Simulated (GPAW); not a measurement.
System: Ga₃Se, space group Pm-3m (No. 221).

Starting cell:
```
Se Ga
1.0
     4.43246    0.00000    0.00000
     0.00000    4.43246    0.00000
     0.00000    0.00000    4.43246
Se Ga
1 3
Direct
  0.00000 0.00000 0.00000
  0.50000 0.50000 0.00000
  0.50000 0.00000 0.50000
  0.00000 0.50000 0.50000
```

Calculation (GPAW 26.7.0): PAW DFT in plane waves, on a grid or in atomic orbitals, no spin polarisation; energies at scaled volumes of the given cell, shape and fractions fixed, counted from the fit's minimum, third-order Birch-Murnaghan fit. Level: PBE.

- k mesh: 6×6×6
- occupations: Fermi–Dirac
- smearing width: 0.05 eV
- potentials: GPAW PAW data sets (gpaw data 1.2.1)
- wave cutoff: 600 eV
- program settings: basis pw

Predict the energy and pressure against volume. The volume takes the values 20.46, 20.90, 21.34, 21.77, 22.21, 22.64, 23.08 Å³/atom.

A third-order Birch–Murnaghan fit gives V0 = 21.30 Å³/atom, B0 = 41.4 GPa and B′ = 5.3. The energy is 4.65 meV/atom at volume 20.46 Å³/atom and 16.13 meV/atom at 23.08 Å³/atom; the lowest computed point is at volume 21.34 Å³/atom (0.00 meV/atom), in a single well. The pressure falls from 1.85 GPa at volume 20.46 Å³/atom to −2.69 GPa at 23.08 Å³/atom, and changes sign near 21.30 Å³/atom.

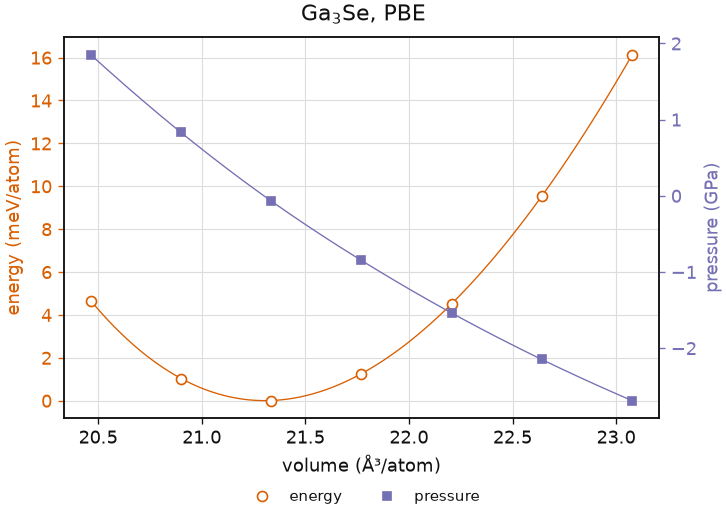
